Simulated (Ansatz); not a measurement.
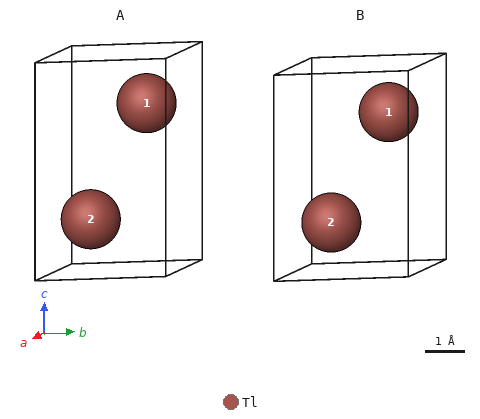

Two geometries of crystalline Tl (built on the hcp type), drawn at one scale. One is the start of a relaxation, the other its converged end. Style: spheres-only. Shown: the cell of the calculation, slightly off an axis.

Level of theory: DFT r2SCAN, scalar-relativistic, plane waves, PAW in Ansatz. Settings: plane-wave cutoff 600 eV; k-point mesh 14 × 14 × 8; occupations gaussian; smearing width 0.05 eV; no spin polarisation; cell relaxed at fixed volume; force threshold 0.01 eV/Å; at most 40 steps.

**Which one is relaxed?**

Structure B is the relaxed one. Case: volume 30.886 Å^3/atom. After 7 accepted moves (8 points after the start) the energy has fallen by 7.0 meV per cell of the calculation. All forces vanish by symmetry, so only the cell relaxes. Pressure: −0.80 GPa at the start and −0.63 GPa at the end. At 1 point the geometry stayed and the basis and grid were re-selected for the new cell (energy shift of less than 0.05 meV per cell of the calculation at most each time). No atom moves by more than 0.005 Å relative to the cell. The drawn cell changes at constant volume: a = b 3.524 → 3.624 Å (+2.8 %), c 5.744 → 5.432 Å (−5.4 %). Some distances before and after: Tl1–Tl1 3.524 → 3.624 Å, Tl1–Tl2 3.520 → 3.428 Å. Bond angles that change, for instance: Tl2–Tl1–Tl2 109.4° → 104.8°, Tl2–Tl1–Tl2 60.1° → 63.8°. The space group stays P6_3/mmc (No. 194).
